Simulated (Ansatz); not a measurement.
# Geometry relaxation, with input and output: AlP (part 1 of 2)

- system: AlP (F-43m, 2 atoms in the cell)
- method: DFT, HSE06, plane waves, PAW, no spin polarisation (Ansatz 0.2.0)

The structure derives from an entry of the Crystallography Open Database. The geometry comes from this level: r2SCAN. Figures and captions count atoms from 1; the log counts them from 0 in places.

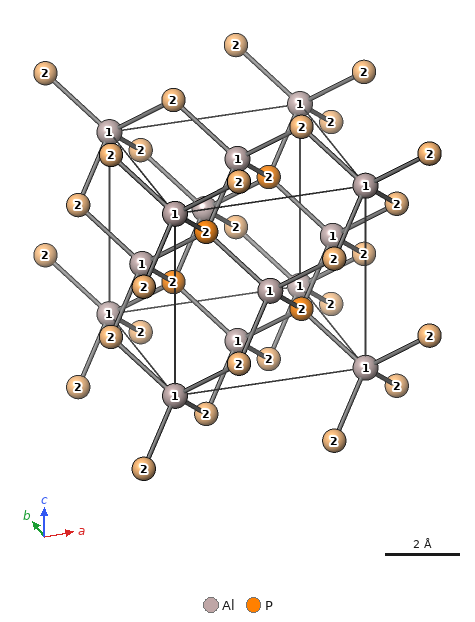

Fig. 1: The structure as given in the input (ball-and-stick view of the cell 4 times as large as that of the calculation, set on its symmetry axes, seen at an oblique angle; neighbours outside the cell are drawn fainter; atoms are numbered from 1 in the order of the input). Near neighbours in the crystal (not all of them lie inside the picture): Al has 4 P at 2.37 Å; P has 4 Al at 2.37 Å.

Input
```yaml
crystal:
  lattice:
    - [0.0, 2.7392607961, 2.7392607961]
    - [2.7392607961, 0.0, 2.7392607961]
    - [2.7392607961, 2.7392607961, 0.0]
  atoms:
    - { symbol: Al, position: [0.0, 0.0, 0.0] }
    - { symbol: P, position: [0.25, 0.25, 0.25] }
kpoints:
  mp_grid: { grid: [6, 6, 6] }
hamiltonian:
  xc: hse06
scf:
  occupations: { method: fermi_dirac, width: 0.02 }
relax:
  f_tol: 0.005
  cell: {}
output:
  write_density: true
  write_potential: true
  elf: true
  volumetric_format: npy
```

Run on 2 threads of an Arm (aarch64) CPU, shared host.

Command:
```bash
ansatz run input.yaml --threads 2 --pin off --max-ram 2211MiB --backend cpu --events-out ev --progress --plain --runs-dir out
```

The program's output
```
Engine: ansatz 0.2.0, aarch64-unknown-linux-gnu
Pseudopotentials: kind: paw
Pseudopotential: Al, paw, valence charge 3, recommended cutoff 420 eV (normal), Al.paw.azcp
Pseudopotential: P, paw, valence charge 5, recommended cutoff 420 eV (normal), P.paw.azcp
Functional definition: HSE06
  parameter a = 0.25
  parameter omega = 0.11/bohr
  exchange = pbe_x - a*pbe_x_sr(omega) + a*exact_x_sr(omega)
  correlation = pbe_c
Crystal: 2 atoms, lattice volume = 41.108 Å³
Basis set: ecut = 420 eV, 821 PW (Γ), exchange–correlation on 54×54×54 points (8 copies of the dense FFT grid, shifted against one another)
Bands: 8, of which v1, the nominal top of the filled ones, is band 4 counted from 1 (3 counted from 0)
Symmetry: 24 space group operations
Space group: F-43m (ITA 216), of the structure as read, at distance tolerance 3.5e-5 Å
k-points: 16 of 216 (time reversal used)
Non-local potential: Al, projectors of the file, l = 0: 2, l = 1: 2, l = 2: 1
Non-local potential: P, projectors of the file, l = 0: 2, l = 1: 2, l = 2: 2
PAW form: soft (Blöchl's): semilocal exchange-correlation on the pseudo side does not see the compensation charge
PAW frozen core: Al, regenerated for the run's functional, and the local potential with it (the file was generated under x = pbe(κ = 0.804, μ = 0.2195149727645171), c = pbe(β = 0.06672455060314922))
PAW frozen core: P, regenerated for the run's functional, and the local potential with it (the file was generated under x = pbe(κ = 0.804, μ = 0.2195149727645171), c = pbe(β = 0.06672455060314922))
PAW one-centre angular grid: Al, 110 points (default); XC on 64 Gauss nodes
PAW one-centre angular grid: P, 110 points (default); XC on 64 Gauss nodes
Initial density: superposition of atomic densities (neutral atoms: chi_scale 0, normalization atom), corrected by the library's trained network
Initial wavefunctions: pseudopotential atomic-orbital guess
Functional: x = pbe(κ = 0.804, μ = 0.2195149727645171), c = pbe(β = 0.06672455060314922), warm-up for x = pbe(κ = 0.804, μ = 0.2195149727645171) + 0.25 (exact − pbe) at short range (hse, ω = 0.20786987370883472 Å⁻¹), c = pbe(β = 0.06672455060314922); HSE06 as pw.x's `hse` composes it (authors' and Libxc's form: `xc: wpbeh`)
SCF iter   1: F=—  HF=-1294.426753 eV  |F-HF|=—  |Δ(HF+E_count)|=         —  Δρ=1.24e-3  dr2=1.12e-3  ethr=1.77e-3  ⟨swp⟩=8.0  Hψ=706  notcnv=0
preconditioner: auto → none  [insulator: Δε(μ)=1.577 eV  Ē_g=9.922 eV  σ=0.020 eV  W_gap=1.00  n_scr=8 (ndim 8)  ℏωp=16.4 eV  f_vac=0.000  D(μ)=0.00/eV (n_scr^D=0)]
iter 2 solved again at ethr=6.01e-7 eV; its pass at ethr=1.40e-5 eV (dr2=4.80e-5 eV) is discarded
SCF iter   2: F=-1294.426676 eV  HF=-1294.426635 eV  |F-HF|=4.04e-5  |Δ(HF+E_count)|=   1.18e-4  Δρ=3.63e-4  dr2=4.87e-5  ethr=6.01e-7  ⟨swp⟩=2.4  Hψ=591  notcnv=0  defer=3
SCF 1 stopped early in 2 iterations: F = -1294.426676 eV  dr2 = 4.87e-5
  greatest PAW one-centre occupation: 0.779 electrons in one spin orbital (limit 2), on the P atom at site 1 (counted from 0), in its partial waves of l = 0
Initial density: handed on by an earlier stage of this run
Initial wavefunctions: those handed on with the density
Functional: x = pbe(κ = 0.804, μ = 0.2195149727645171) + 0.25 (exact − pbe) at short range (hse, ω = 0.20786987370883472 Å⁻¹), c = pbe(β = 0.06672455060314922); HSE06 as pw.x's `hse` composes it (authors' and Libxc's form: `xc: wpbeh`)
Exchange kernel: α = 0.2500, screened, ω = 0.2079 Å⁻¹, Wigner–Seitz truncation, v(0) = 1046.4619 eV·Å³, q-mesh 6×6×6, nearest image of the exchange supercell L = 23.24 Å, pair-density grid 15×15×15, without the augmentation charges, whose exchange is taken in its separable form by FFT convolution over the k-point mesh (sized by the pseudopotential files, 24×24×24 at the most), smooth part of the exact exchange by density-matrix convolution
Frozen-core exchange: fock
SCF iter   1: F=—  HF=-1295.439390 eV  |F-HF|=—  |Δ(HF+E_count)|=         —  Δρ=2.35e-3  dr2=2.14e-3  ethr=6.09e-6  ⟨swp⟩=6.6  Hψ=653  notcnv=0
preconditioner: auto → none  [insulator: Δε(μ)=2.250 eV  Ē_g=11.354 eV  σ=0.020 eV  W_gap=1.00  n_scr=8 (ndim 8)  ℏωp=16.4 eV  f_vac=0.000  D(μ)=0.00/eV (n_scr^D=0)]
SCF iter   2: F=—  HF=-1295.438391 eV  |F-HF|=—  |Δ(HF+E_count)|=   9.99e-4  Δρ=1.09e-3  dr2=5.59e-4  ethr=6.09e-6  ⟨swp⟩=3.0  Hψ=297  notcnv=0
SCF iter   3: F=—  HF=-1295.440294 eV  |F-HF|=—  |Δ(HF+E_count)|=   1.90e-3  Δρ=4.42e-4  dr2=8.06e-5  ethr=4.15e-6  ⟨swp⟩=3.6  Hψ=282  notcnv=0
SCF iter   4: F=—  HF=-1295.440268 eV  |F-HF|=—  |Δ(HF+E_count)|=   2.59e-5  Δρ=6.38e-5  dr2=5.45e-6  ethr=9.00e-7  ⟨swp⟩=2.0  Hψ=198  notcnv=0
SCF iter   5: F=-1295.440299 eV  HF=-1295.440300 eV  |F-HF|=7.41e-7  |Δ(HF+E_count)|=   3.15e-5  Δρ=5.90e-5  dr2=1.33e-6  ethr=1.54e-8  ⟨swp⟩=4.1  Hψ=320  notcnv=0
SCF 2 stopped early in 5 iterations: F = -1295.440299 eV  dr2 = 1.33e-6
  greatest PAW one-centre occupation: 0.775 electrons in one spin orbital (limit 2), on the P atom at site 1 (counted from 0), in its partial waves of l = 0
hybrid outer 1: dexx = +2.308e-3 eV, tail = 3.59e-6 eV
Exchange kernel: α = 0.2500, screened, ω = 0.2079 Å⁻¹, Wigner–Seitz truncation, v(0) = 1046.4619 eV·Å³, q-mesh 6×6×6, nearest image of the exchange supercell L = 23.24 Å, pair-density grid 15×15×15, without the augmentation charges, whose exchange is taken in its separable form by FFT convolution over the k-point mesh (sized by the pseudopotential files, 24×24×24 at the most), smooth part of the exact exchange by density-matrix convolution
Frozen-core exchange: fock
SCF iter   1: F=—  HF=-1295.440312 eV  |F-HF|=—  |Δ(HF+E_count)|=         —  Δρ=1.23e-5  dr2=5.27e-8  ethr=2.24e-7  ⟨swp⟩=5.2  Hψ=388  notcnv=0
preconditioner: auto → none  [insulator: Δε(μ)=2.285 eV  Ē_g=11.362 eV  σ=0.020 eV  W_gap=1.00  n_scr=8 (ndim 8)  ℏωp=16.4 eV  f_vac=0.000  D(μ)=0.00/eV (n_scr^D=0)]
SCF iter   2: F=—  HF=-1295.440312 eV  |F-HF|=—  |Δ(HF+E_count)|=   5.73e-9  Δρ=3.62e-6  dr2=4.39e-9  ethr=6.41e-10  ⟨swp⟩=3.6  Hψ=263  notcnv=0
SCF iter   3: F=—  HF=-1295.440312 eV  |F-HF|=—  |Δ(HF+E_count)|=  9.27e-10  Δρ=1.71e-6  dr2=3.95e-9  ethr=3.66e-11  ⟨swp⟩=3.4  Hψ=263  notcnv=0
SCF iter   4: F=—  HF=-1295.440312 eV  |F-HF|=—  |Δ(HF+E_count)|=   1.09e-8  Δρ=7.86e-7  dr2=4.94e-10  ethr=2.82e-11  ⟨swp⟩=3.1  Hψ=255  notcnv=0
SCF iter   5: F=—  HF=-1295.440312 eV  |F-HF|=—  |Δ(HF+E_count)|=  1.69e-10  Δρ=2.00e-7  dr2=4.58e-11  ethr=4.91e-12  ⟨swp⟩=2.4  Hψ=199  notcnv=0
SCF iter   6: F=—  HF=-1295.440312 eV  |F-HF|=—  |Δ(HF+E_count)|=  2.12e-10  Δρ=2.38e-7  dr2=3.84e-11  ethr=1.00e-12  ⟨swp⟩=3.5  Hψ=264  notcnv=0
SCF iter   7: F=-1295.440312 eV  HF=-1295.440312 eV  |F-HF|=6.82e-13  |Δ(HF+E_count)|=  1.59e-11  Δρ=3.44e-8  dr2=1.53e-12  ethr=1.00e-12  ⟨swp⟩=2.0  Hψ=192  notcnv=0
SCF 3 converged in 7 iterations: F = -1295.440312 eV  dr2 = 1.53e-12
  Residual-converged pass: ⟨swp⟩=4.1  Hψ=320  notcnv=0  max |occ|·‖R‖ = 9.3e-9 eV (tolerance 1.0e-8 eV)  dr2=1.24e-12  dr2_onsite=7.24e-14  max |Δocc| = 0.0e0
hybrid outer 2: dexx = +2.083e-8 eV, tail = 2.23e-10 eV, Δε = 1.33e-3 eV (about 1.83e-5 eV left of the loop's levels)
Exchange kernel: α = 0.2500, screened, ω = 0.2079 Å⁻¹, Wigner–Seitz truncation, v(0) = 1046.4619 eV·Å³, q-mesh 6×6×6, nearest image of the exchange supercell L = 23.24 Å, pair-density grid 15×15×15, without the augmentation charges, whose exchange is taken in its separable form by FFT convolution over the k-point mesh (sized by the pseudopotential files, 24×24×24 at the most), smooth part of the exact exchange by density-matrix convolution
Frozen-core exchange: fock
SCF iter   1: F=—  HF=-1295.440312 eV  |F-HF|=—  |Δ(HF+E_count)|=         —  Δρ=2.50e-7  dr2=2.45e-11  ethr=1.40e-11  ⟨swp⟩=8.3  Hψ=572  notcnv=0
SCF iter   2: F=-1295.440312 eV  HF=-1295.440312 eV  |F-HF|=9.09e-13  |Δ(HF+E_count)|=  6.82e-12  Δρ=6.14e-8  dr2=1.61e-12  ethr=1.00e-12  ⟨swp⟩=2.0  Hψ=192  notcnv=0
SCF 4 converged in 2 iterations: F = -1295.440312 eV  dr2 = 1.61e-12
  Residual-converged pass: ⟨swp⟩=4.1  Hψ=321  notcnv=0  max |occ|·‖R‖ = 9.2e-9 eV (tolerance 1.0e-8 eV)  dr2=1.38e-12  dr2_onsite=1.00e-13  max |Δocc| = 0.0e0
hybrid outer 3: dexx = +5.816e-12 eV, tail = 3.49e-12 eV, Δε = 7.99e-6 eV (about 8.34e-7 eV left of the loop's levels), ΔF = 3.70e-17 eV/Å (tail 8.73e-18)
relax step   1: F+E_penalty+E_count = -1295.44031158 eV  Δ(F+E_penalty+E_count) = +0.000e0 eV  max|allowed force component| = 1.573e-16 eV/Å  Δτ_max = 0.0000 Å  P = -0.111 GPa  Ω = 41.108 Å³  (16 SCF iters, accepted)
Crystal: 2 atoms, lattice volume = 41.068 Å³
Exchange kernel: α = 0.2500, screened, ω = 0.2079 Å⁻¹, Wigner–Seitz truncation, v(0) = 1046.4598 eV·Å³, q-mesh 6×6×6, nearest image of the exchange supercell L = 23.24 Å, pair-density grid 15×15×15, without the augmentation charges, whose exchange is taken in its separable form by FFT convolution over the k-point mesh (sized by the pseudopotential files, 24×24×24 at the most), smooth part of the exact exchange by density-matrix convolution
Frozen-core exchange: fock
iter 1 solved again at ethr=1.31e-7 eV; its pass at ethr=1.00e-1 eV (dr2=1.05e-5 eV) is discarded
SCF iter   1: F=—  HF=-1295.440335 eV  |F-HF|=—  |Δ(HF+E_count)|=         —  Δρ=6.68e-5  dr2=3.52e-6  ethr=1.31e-7  ⟨swp⟩=4.9  Hψ=627  notcnv=0
preconditioner: auto → none  [insulator: Δε(μ)=2.285 eV  Ē_g=11.368 eV  σ=0.020 eV  W_gap=1.00  n_scr=8 (ndim 8)  ℏωp=16.4 eV  f_vac=0.000  D(μ)=0.00/eV (n_scr^D=0)]
iter 2 solved again at ethr=2.55e-9 eV; its pass at ethr=4.00e-8 eV (dr2=2.04e-7 eV) is discarded
SCF iter   2: F=—  HF=-1295.440334 eV  |F-HF|=—  |Δ(HF+E_count)|=   1.25e-6  Δρ=1.96e-5  dr2=4.42e-7  ethr=2.55e-9  ⟨swp⟩=2.0  Hψ=385  notcnv=0
SCF iter   3: F=—  HF=-1295.440336 eV  |F-HF|=—  |Δ(HF+E_count)|=   2.10e-6  Δρ=1.65e-5  dr2=1.43e-7  ethr=2.55e-9  ⟨swp⟩=4.0  Hψ=295  notcnv=0
SCF iter   4: F=—  HF=-1295.440336 eV  |F-HF|=—  |Δ(HF+E_count)|=   5.81e-8  Δρ=4.31e-6  dr2=1.11e-8  ethr=1.70e-9  ⟨swp⟩=3.0  Hψ=233  notcnv=0
SCF iter   5: F=—  HF=-1295.440336 eV  |F-HF|=—  |Δ(HF+E_count)|=   3.71e-8  Δρ=2.30e-6  dr2=3.28e-9  ethr=7.65e-11  ⟨swp⟩=3.9  Hψ=272  notcnv=0
SCF iter   6: F=-1295.440336 eV  HF=-1295.440336 eV  |F-HF|=1.21e-10  |Δ(HF+E_count)|=   1.35e-9  Δρ=4.41e-7  dr2=4.14e-10  ethr=3.73e-11  ⟨swp⟩=2.2  Hψ=195  notcnv=0
SCF 5 stopped early in 6 iterations: F = -1295.440336 eV  dr2 = 4.14e-10
hybrid outer 1: dexx = +2.473e-6 eV, tail = 4.57e-9 eV
Exchange kernel: α = 0.2500, screened, ω = 0.2079 Å⁻¹, Wigner–Seitz truncation, v(0) = 1046.4598 eV·Å³, q-mesh 6×6×6, nearest image of the exchange supercell L = 23.24 Å, pair-density grid 15×15×15, without the augmentation charges, whose exchange is taken in its separable form by FFT convolution over the k-point mesh (sized by the pseudopotential files, 24×24×24 at the most), smooth part of the exact exchange by density-matrix convolution
Frozen-core exchange: fock
SCF iter   1: F=—  HF=-1295.440336 eV  |F-HF|=—  |Δ(HF+E_count)|=         —  Δρ=7.59e-7  dr2=2.42e-10  ethr=2.85e-10  ⟨swp⟩=6.3  Hψ=491  notcnv=0
preconditioner: auto → none  [insulator: Δε(μ)=2.283 eV  Ē_g=11.367 eV  σ=0.020 eV  W_gap=1.00  n_scr=8 (ndim 8)  ℏωp=16.4 eV  f_vac=0.000  D(μ)=0.00/eV (n_scr^D=0)]
SCF iter   2: F=-1295.440336 eV  HF=-1295.440336 eV  |F-HF|=1.82e-12  |Δ(HF+E_count)|=  4.57e-11  Δρ=2.30e-7  dr2=1.02e-11  ethr=2.16e-12  ⟨swp⟩=3.0  Hψ=234  notcnv=0
SCF 6 converged in 2 iterations: F = -1295.440336 eV  dr2 = 1.02e-11
  Residual-converged pass: ⟨swp⟩=4.8  Hψ=336  notcnv=0  max |occ|·‖R‖ = 9.5e-9 eV (tolerance 1.0e-8 eV)  dr2=1.00e-11  dr2_onsite=2.16e-12  max |Δocc| = 0.0e0
hybrid outer 2: dexx = +8.377e-11 eV, tail = 2.60e-11 eV, Δε = 4.43e-5 eV (about 3.14e-6 eV left of the loop's levels)
relax step   2: F+E_penalty+E_count = -1295.44033630 eV  Δ(F+E_penalty+E_count) = -2.472e-5 eV  max|allowed force component| = 8.442e-17 eV/Å  Δτ_max = 0.0000 Å  P = -0.023 GPa  Ω = 41.068 Å³  energy of the carried Pulay correction = +8.021e-6 eV  (8 SCF iters, accepted)
Exchange kernel: α = 0.2500, screened, ω = 0.2079 Å⁻¹, Wigner–Seitz truncation, v(0) = 1046.4598 eV·Å³, q-mesh 6×6×6, nearest image of the exchange supercell L = 23.24 Å, pair-density grid 15×15×15, without the augmentation charges, whose exchange is taken in its separable form by FFT convolution over the k-point mesh (sized by the pseudopotential files, 24×24×24 at the most), smooth part of the exact exchange by density-matrix convolution
Frozen-core exchange: fock
iter 1 solved again at ethr=1.00e-12 eV; its pass at ethr=1.00e-1 eV (dr2=5.11e-11 eV) is discarded
```
